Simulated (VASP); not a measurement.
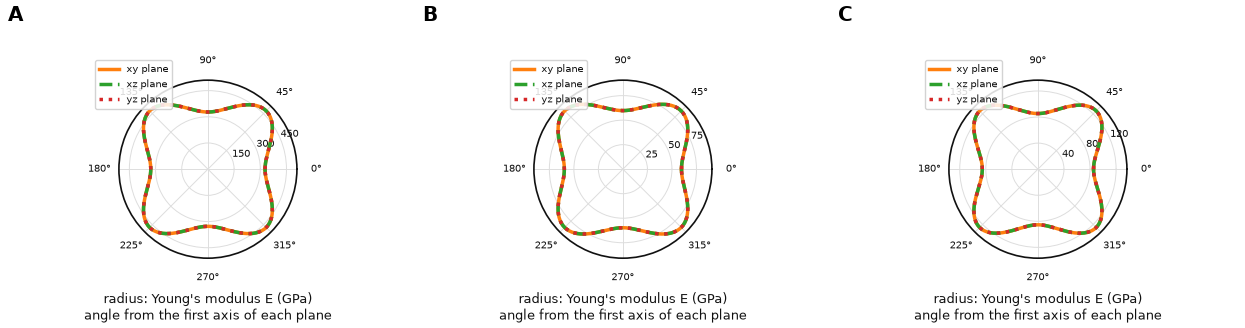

Each panel shows the Young's modulus as a function of direction in the xy, xz and yz planes for one of these solids: AlP, F-43m (No. 216), 20.1 Å³/atom; GaSb, F-43m (No. 216), 27.7 Å³/atom; SiC, F-43m (No. 216), 10.2 Å³/atom.

Computed with VASP 6.6.1: plane-wave DFT, no spin polarisation; elastic constants in Voigt order on the axes of the given cell. Level: LDA.

> Which panel belongs to which solid?

A is SiC (E along x, y, z: 327, 327, 327 GPa); B is GaSb (E along x, y, z: 59.7, 59.7, 59.7 GPa); C is AlP (E along x, y, z: 85.4, 85.4, 85.4 GPa).

For AlP, limits of the calculation: lda forms differ.

For GaSb, limits of the calculation: lda forms differ.
